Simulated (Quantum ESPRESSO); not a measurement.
**Run report: C, single-point calculation (part 2 of 2)**

Continued. System: C (4 atoms in the cell). Method: Kohn-Sham DFT of a periodic cell, PBE, SSSP 1.3 efficiency PBE, no spin polarisation (Quantum ESPRESSO 7.5); cutoff 748.31 eV, 12×12×4 k-mesh, methfessel-paxton of 0.1 eV. The structure was built on a prototype by a generator; it need not be a known phase.

Geometry of the input (Å; fractional positions):
```
2.4610  0.0000  0.0000
-1.2305  2.1313  0.0000
0.0000  0.0000  6.7080
C  0.0000  0.0000  0.2500
C  0.0000  0.0000  0.7500
C  0.3333  0.6667  0.2500
C  0.6667  0.3333  0.7500
```

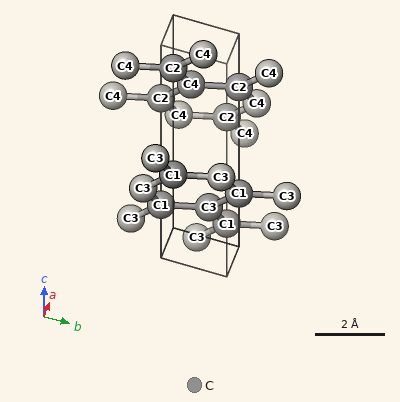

**Figure 1.** The structure as given in the input (ball-and-stick view of the cell of the calculation, seen at an oblique angle; neighbours outside the cell are drawn fainter; atoms are numbered from 1 in the order of the input).

What the program printed, continued
```
   -11.1276 -10.9346  -0.4045  -0.3346   0.5195   1.8041   1.9935   2.0273
    13.7232  14.1937  14.5470  15.0930  15.3496  17.8053

          k = 0.0000 0.2887-0.1834 (  1642 PWs)   bands (ev):

   -11.0331 -11.0331  -0.3699  -0.3699   1.1208   1.1208   2.0103   2.0103
    14.2688  14.2688  15.0854  15.0854  15.8271  15.8271

          k = 0.0000 0.3849 0.0000 (  1634 PWs)   bands (ev):

   -10.0324  -9.7795  -2.6482  -2.5149   1.2464   1.2985   1.6189   3.3085
    11.5820  12.4850  14.4213  14.7306  15.1190  19.8000

          k = 0.0000 0.3849 0.0917 (  1638 PWs)   bands (ev):

    -9.9971  -9.8183  -2.6292  -2.5349   1.2541   1.2908   1.8356   3.0216
    11.6799  12.3237  14.6936  14.8579  15.4003  18.8387

          k = 0.0000 0.3849-0.1834 (  1642 PWs)   bands (ev):

    -9.9095  -9.9095  -2.5825  -2.5825   1.2724   1.2724   2.3946   2.3946
    11.9734  11.9734  14.8281  14.8281  16.9537  16.9537

          k = 0.0000 0.4811 0.0000 (  1632 PWs)   bands (ev):

    -8.6168  -8.3916  -4.7720  -4.6095   0.7696   0.8239   3.1737   4.5326
     9.4247  10.4173  14.4142  14.7885  16.3544  20.7280

          k = 0.0000 0.4811 0.0917 (  1620 PWs)   bands (ev):

    -8.5851  -8.4259  -4.7490  -4.6342   0.7775   0.8159   3.3596   4.3205
     9.5142  10.2219  14.4694  14.7344  16.9584  19.9264

          k = 0.0000 0.4811-0.1834 (  1616 PWs)   bands (ev):

    -8.5068  -8.5068  -4.6924  -4.6924   0.7967   0.7967   3.8265   3.8265
     9.8181   9.8181  14.6016  14.6016  18.4191  18.4191

          k = 0.0000-0.5773 0.0000 (  1620 PWs)   bands (ev):

    -7.2933  -7.1815  -6.2433  -6.1590   0.6060   0.6609   4.2727   4.9592
     8.5651   9.2415  14.3248  14.7217  18.3373  18.4653

          k = 0.0000-0.5773 0.0917 (  1606 PWs)   bands (ev):

    -7.2745  -7.1949  -6.2360  -6.1759   0.6140   0.6529   4.3997   4.8967
     8.5597   9.0491  14.3806  14.6616  18.8648  18.8946

          k = 0.0000-0.5773-0.1834 (  1604 PWs)   bands (ev):

    -7.2320  -7.2320  -6.2108  -6.2108   0.6334   0.6334   4.6799   4.6799
     8.7083   8.7083  14.5185  14.5185  19.6422  19.6422

          k = 0.0833 0.1443 0.0000 (  1657 PWs)   bands (ev):

   -12.1517 -11.8608  -0.8983   1.0283   2.3276   2.3599   3.0002   3.0238
    11.9215  15.7601  15.8781  16.8082  17.0094  17.0731

          k = 0.0833 0.1443 0.0917 (  1655 PWs)   bands (ev):

   -12.1113 -11.9058  -0.6567   0.6917   2.3326   2.3554   3.0033   3.0201
    12.6479  15.7431  15.8627  16.7880  16.8881  17.0134

          k = 0.0833 0.1443-0.1834 (  1664 PWs)   bands (ev):

   -12.0109 -12.0109  -0.0278  -0.0278   2.3443   2.3443   3.0114   3.0114
    14.4819  14.4819  15.8466  15.8466  16.9669  16.9677

          k = 0.0833 0.2406 0.0000 (  1638 PWs)   bands (ev):

   -11.4931 -11.2140  -0.1033   0.5936   0.6619   1.7641   1.9854   2.0295
    12.7286  14.9711  15.4224  15.8561  16.0834  18.5078

          k = 0.0833 0.2406 0.0917 (  1642 PWs)   bands (ev):

   -11.4543 -11.2571   0.1316   0.6035   0.6521   1.4398   1.9916   2.0228
    13.4236  15.0290  15.3327  15.8773  16.0836  17.4485

          k = 0.0833 0.2406-0.1834 (  1644 PWs)   bands (ev):

   -11.3578 -11.3578   0.6259   0.6259   0.7450   0.7450   2.0070   2.0070
    15.0343  15.0343  15.2913  15.2913  16.0966  16.0966

          k = 0.0833 0.3368 0.0000 (  1639 PWs)   bands (ev):

   -10.5159 -10.2543  -1.5087  -1.3987   1.0600   1.0865   1.1454   2.8214
    12.6913  13.3882  13.9247  15.5673  15.9068  19.2912

          k = 0.0833 0.3368 0.0917 (  1637 PWs)   bands (ev):

   -10.4794 -10.2945  -1.4929  -1.4151   1.0950   1.1366   1.2839   2.5190
    12.7681  13.2704  14.5866  15.6066  15.8920  18.3048

          k = 0.0833 0.3368-0.1834 (  1638 PWs)   bands (ev):

   -10.3888 -10.3888  -1.4543  -1.4543   1.1156   1.1156   1.8637   1.8637
    13.0036  13.0036  15.6221  15.6221  16.4499  16.4499

          k = 0.0833 0.4330 0.0000 (  1627 PWs)   bands (ev):

    -9.2388  -9.0005  -3.6582  -3.5127   0.4449   0.5104   2.5266   4.0825
    10.3796  11.2934  15.1958  15.4343  15.7898  20.0290

          k = 0.0833 0.4330 0.0917 (  1630 PWs)   bands (ev):

    -9.2054  -9.0370  -3.6375  -3.5347   0.4543   0.5007   2.7300   3.8245
    10.4810  11.1317  15.2809  15.5094  16.2420  19.2606

          k = 0.0833 0.4330-0.1834 (  1628 PWs)   bands (ev):

    -9.1227  -9.1227  -3.5866  -3.5866   0.4774   0.4774   3.2506   3.2506
    10.7780  10.7780  15.4126  15.4126  17.6851  17.6851

          k = 0.0833 0.5292 0.0000 (  1615 PWs)   bands (ev):

    -7.7319  -7.5343  -5.6164  -5.4555   0.1133   0.1816   4.0457   5.0477
     8.7429   9.5212  15.0564  15.4700  17.4671  19.5478

          k = 0.0833 0.5292 0.0917 (  1622 PWs)   bands (ev):

    -7.7037  -7.5640  -5.5942  -5.4804   0.1232   0.1715   4.2006   4.9180
     8.7791   9.3418  15.1136  15.4061  17.9599  19.6337

          k = 0.0833 0.5292-0.1834 (  1616 PWs)   bands (ev):

    -7.6346  -7.6346  -5.5386  -5.5386   0.1472   0.1472   4.5706   4.5706
     8.9921   8.9921  15.2558  15.2558  19.0149  19.0149

          k = 0.1667 0.2887 0.0000 (  1629 PWs)   bands (ev):

   -10.6781 -10.4137  -0.7340  -0.6795   0.6177   0.6573   0.8715   2.6556
    13.2247  13.7074  13.7380  17.0284  17.2620  18.6294

          k = 0.1667 0.2887 0.0917 (  1632 PWs)   bands (ev):

   -10.6412 -10.4544  -0.7258  -0.6872   0.6227   0.6508   1.0977   2.3483
    13.2932  13.6291  14.3997  17.0176  17.2634  18.1039

          k = 0.1667 0.2887-0.1834 (  1642 PWs)   bands (ev):

   -10.5497 -10.5497  -0.7062  -0.7062   0.6360   0.6360   1.6841   1.6841
    13.4599  13.4599  16.0125  16.0126  17.2664  17.2665

          k = 0.1667 0.3849 0.0000 (  1639 PWs)   bands (ev):

    -9.5558  -9.3116  -2.4929  -2.3887  -0.4604  -0.3884   2.1882   3.8282
    11.1972  11.8258  15.1238  17.1566  17.6046  19.7704

          k = 0.1667 0.3849 0.0917 (  1639 PWs)   bands (ev):

    -9.5216  -9.3490  -2.4778  -2.4041  -0.4504  -0.3995   2.3993   3.5509
    11.2836  11.7290  15.6951  17.1898  17.5650  18.6705

          k = 0.1667 0.3849-0.1834 (  1642 PWs)   bands (ev):

    -9.4369  -9.4369  -2.4410  -2.4410  -0.4256  -0.4256   2.9430   2.9430
    11.5019  11.5019  16.9403  16.9404  17.5894  17.5894

          k = 0.1667 0.4811 0.0000 (  1628 PWs)   bands (ev):

    -8.1601  -7.9437  -4.4338  -4.2868  -1.0479  -0.9574   3.7382   5.0758
     9.2479   9.9945  16.7693  16.9687  17.4714  19.5083

          k = 0.1667 0.4811 0.0917 (  1627 PWs)   bands (ev):

    -8.1296  -7.9766  -4.4129  -4.3090  -1.0350  -0.9710   3.9204   4.8658
     9.3300   9.8640  16.9434  17.1098  17.5313  18.9835

          k = 0.1667 0.4811-0.1834 (  1628 PWs)   bands (ev):

    -8.0543  -8.0543  -4.3616  -4.3616  -1.0034  -1.0034   4.3788   4.3788
     9.5743   9.5743  17.0835  17.0835  18.2077  18.2077

          k = 0.1667 0.5773 0.0000 (  1628 PWs)   bands (ev):

    -6.8682  -6.7609  -5.8364  -5.7622  -1.2356  -1.1407   4.8745   5.5469
     8.4882   8.7941  16.8023  17.3500  18.7009  18.8760

          k = 0.1667 0.5773 0.0917 (  1629 PWs)   bands (ev):

    -6.8502  -6.7739  -5.8302  -5.7772  -1.2221  -1.1550   5.0015   5.4899
     8.4497   8.6849  16.8594  17.2377  18.5392  18.7910

          k = 0.1667 0.5773-0.1834 (  1622 PWs)   bands (ev):

    -6.8095  -6.8095  -5.8080  -5.8080  -1.1889  -1.1889   5.2802   5.2802
     8.4948   8.4948  17.0143  17.0143  18.5879  18.5879

          k = 0.2500 0.4330 0.0000 (  1629 PWs)   bands (ev):

    -8.3107  -8.0901  -3.5165  -3.4405  -1.9442  -1.8880   3.6172   5.0603
     9.5808  10.1849  16.6521  18.9582  18.9844  19.1859

          k = 0.2500 0.4330 0.0917 (  1632 PWs)   bands (ev):

    -8.2796  -8.1237  -3.5049  -3.4511  -1.9376  -1.8978   3.8077   4.8238
     9.6697  10.0946  16.9725  18.2944  19.2340  19.3888

          k = 0.2500 0.4330-0.1834 (  1634 PWs)   bands (ev):

    -8.2030  -8.2030  -3.4774  -3.4774  -1.9192  -1.9192   4.2932   4.2932
     9.8823   9.8823  17.5925  17.5925  19.5347  19.5349

          k = 0.2500 0.5292 0.0000 (  1634 PWs)   bands (ev):

    -6.8618  -6.6813  -4.9672  -4.8449  -2.6752  -2.5794   5.1662   6.1747
     8.1324   8.6756  18.3504  18.6117  18.7689  18.8514

          k = 0.2500 0.5292 0.0917 (  1632 PWs)   bands (ev):

    -6.8360  -6.7083  -4.9499  -4.8634  -2.6623  -2.5945   5.3194   6.0416
     8.1847   8.5697  17.7563  17.9916  19.0583  19.7961

          k = 0.2500 0.5292-0.1834 (  1630 PWs)   bands (ev):

    -6.7728  -6.7728  -4.9073  -4.9073  -2.6295  -2.6295   5.6887   5.6887
     8.3528   8.3528  17.5556  17.5556  19.5447  19.5447

          k = 0.3333 0.5773 0.0000 (  1644 PWs)   bands (ev):

    -5.6442  -5.5472  -5.5472  -5.4546  -3.5312  -3.5312   6.4140   7.0281
     7.0281   7.7645  18.1995  18.1995  19.2953  19.6033

          k = 0.3333 0.5773 0.0917 (  1626 PWs)   bands (ev):

    -5.6174  -5.5461  -5.5461  -5.4834  -3.5336  -3.5336   6.5906   7.0447
     7.0447   7.5407  17.5973  17.5973  19.7366  20.5624

          k = 0.3333 0.5773-0.1834 (  1638 PWs)   bands (ev):

    -5.5514  -5.5514  -5.5450  -5.5450  -3.5361  -3.5361   7.0425   7.0425
     7.0615   7.0615  17.2327  17.2327  20.7570  20.7570

     the Fermi energy is     7.0443 ev

!    total energy              =     -73.76998504 Ry
     total all-electron energy =      -304.826376 Ry
     estimated scf accuracy    <          1.0E-10 Ry
     smearing contrib. (-TS)   =      -0.00006963 Ry
     internal energy E=F+TS    =     -73.76991541 Ry

     The total energy is F=E-TS. E is the sum of the following terms:
     one-electron contribution =     -10.18118012 Ry
     hartree contribution      =      13.51207225 Ry
     xc contribution           =     -18.58057653 Ry
     ewald contribution        =     -33.85156406 Ry
     one-center paw contrib.   =     -24.66866694 Ry

     convergence has been achieved in   8 iterations

     Forces acting on atoms (cartesian axes, Ry/au):

     atom    1 type  1   force =     0.00000000    0.00000000    0.00000000
     atom    2 type  1   force =     0.00000000   -0.00000000    0.00000000
     atom    3 type  1   force =     0.00000000    0.00000000    0.00000000
     atom    4 type  1   force =     0.00000000   -0.00000000    0.00000000

     Total force =     0.000000     Total SCF correction =     0.000000

     Computing stress (Cartesian axis) and pressure

          total   stress  (Ry/bohr**3)                   (kbar)     P=       28.62
   0.00017911  -0.00000000   0.00000000           26.35       -0.00        0.00
   0.00000000   0.00017911  -0.00000000            0.00       26.35       -0.00
   0.00000000  -0.00000000   0.00022535            0.00       -0.00       33.15

=------------------------------------------------------------------------------=
   JOB DONE.
=------------------------------------------------------------------------------=
```

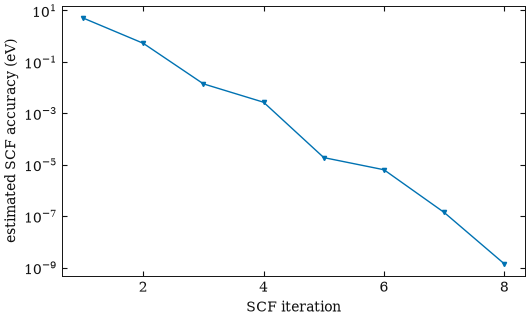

**Figure 2.** Convergence of the self-consistent field: estimated SCF accuracy against the iteration. The field takes 8 iterations in all.

Results in brief

- outcome: converged
- space group (tolerance 0.01 Å): P6₃/mmc (194)
- electrons treated: 16
- free energy: −1003.6918 eV
- Fermi energy: 7.044 eV
- gap on the k-point mesh: none (metallic)
- pressure: 2.86 GPa
- largest force (length of the vector): under 0.001 eV/Å
- hardware: 4 threads of AMD EPYC (Zen 3), 200 GiB of memory available, shared host
- wall time: 8.4 s (CPU time 31 s)
- peak memory: 0.28 GiB
